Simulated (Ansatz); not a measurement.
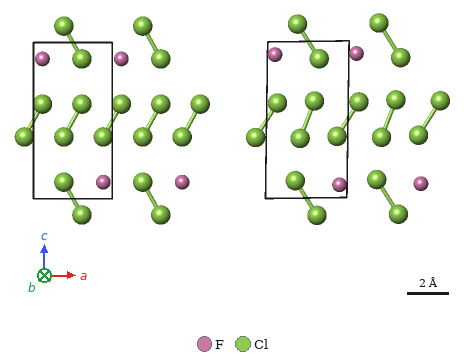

Two geometries of a crystal of Cl₃F (set up in P2/m), drawn at one scale. One is the start of a relaxation, the other its converged end. A ball-and-stick model of the cell of the calculation, repeated 2 × 1 × 1 with one cell outlined, seen along the b axis.

The calculation used Ansatz, DFT PBE+D3(BJ), scalar-relativistic, plane waves, PAW. Set-up: plane-wave cutoff 420 eV; k-point mesh 8 × 6 × 4; occupations gaussian; smearing width 0.02 eV; no spin polarisation; cell and atoms relaxed; force threshold 0.015 eV/Å; at most 60 steps.

Which one is relaxed?

Answer. The right one is the relaxed one. Case: 2 of 8 Cl sites taken by F, cell and atoms relaxed. The energy falls by 147 meV per atom in 14 accepted moves (16 points after the start). Largest force component: 3.2 eV/Å at the start, 0.00089 eV/Å at the end. Pressure: 4.15 GPa at the start and 0.02 GPa at the end. At 2 points the geometry stayed and the basis and grid were re-selected for the new cell (energy shift of 1.6 meV per atom at most each time). The largest moves relative to the cell, 0.20 Å, are those of F atoms. By element the largest moves are F 0.20 Å, Cl 0.16 Å. The drawn cell changes as follows: a 3.936 → 4.064 Å (+3.3 %), b 6.351 → 6.498 Å (+2.3 %), c 7.785 → 7.814 Å (+0.4 %), β 90.0° → 88.4°; the volume changes by +6.0 %. Among the contacts that change: F–F 1.868 → 1.460 Å, Cl–Cl 1.868 → 2.041 Å, Cl–Cl 1.868 → 1.999 Å. New bonds form: F–F (1.87 → 1.46 Å). The space group stays P2/m (No. 10).
